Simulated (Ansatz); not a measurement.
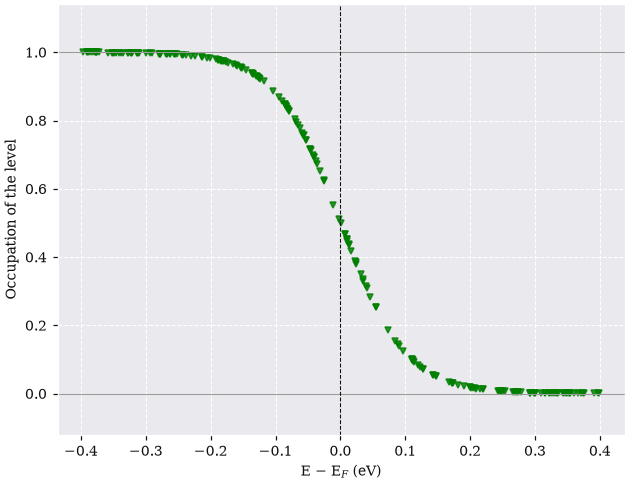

Occupations of the one-electron levels of the k mesh against their energy, from a run on W, space group P6_3/mmc, 2 atoms in the cell, with Ansatz.

**Which smearing scheme was used (Fermi-Dirac, Gaussian, Methfessel-Paxton or cold), and about what width?**

Fermi-Dirac smearing with a width of 0.05 eV. The occupations stay between 0 and 1 and have long exponential tails; the slope at the Fermi level is 1/(4 × width).
